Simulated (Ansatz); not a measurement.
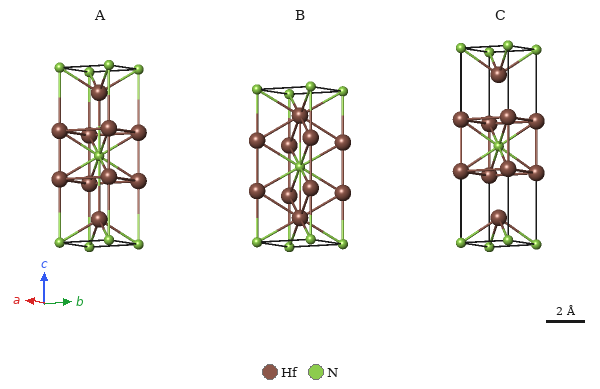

3 geometries from one relaxation of solid Hf2N (built on the MoSi2 (C11b)_139 type) (coarse preliminary run), in shuffled order. The picture is a ball-and-stick view of the conventional cell (2 times the calculation's cell), seen from a free direction. Lengths and directions refer to the drawn axes.

Case: MoSi2 (C11b) type (I4/mmm, No. 139).

Method: Ansatz, DFT r2SCAN, scalar-relativistic, plane waves, PAW. Settings: plane-wave cutoff 500 eV; k-point mesh 8 × 8 × 8; occupations gaussian; smearing width 0.1 eV; no spin polarisation; cell and atoms relaxed; force threshold 0.04 eV/Å; at most 70 steps.

### Order the frames from highest to lowest energy.

B, A, C. They are steps 0, 3, 11, at +1004 meV per atom, +177 meV per atom relative to the last. Over 9 accepted moves (11 points after the start) the energy falls by 1004 meV per atom. The largest force component goes from 3.9 to 0.0013 eV/Å. The pressure goes from 6.60 to 0.05 GPa. The SCF was repeated twice at an unchanged geometry on a basis and grid sized afresh for the cell, which shifted the energy by 6.1 meV per atom at most. The largest moves relative to the cell, 0.33 Å, are those of Hf atoms. N stays in place. The drawn cell changes as follows: a = b 3.323 → 2.917 Å (−12.2 %), c 8.151 → 10.387 Å (+27.4 %); the volume changes by −1.8 %. Some distances before and after: Hf–N 2.730 → 3.814 Å, Hf–Hf 2.728 → 3.190 Å, Hf–Hf 3.323 → 2.917 Å, Hf–N 2.707 → 2.481 Å. Bonds break: Hf–N (2.73 → 3.81 Å). Bond angles that change, for instance: N–Hf–N 120.4° → 112.4°, Hf–Hf–N 60.2° → 56.2°, N–Hf–N 75.7° → 72.0°. The space group stays I4/mmm (No. 139).
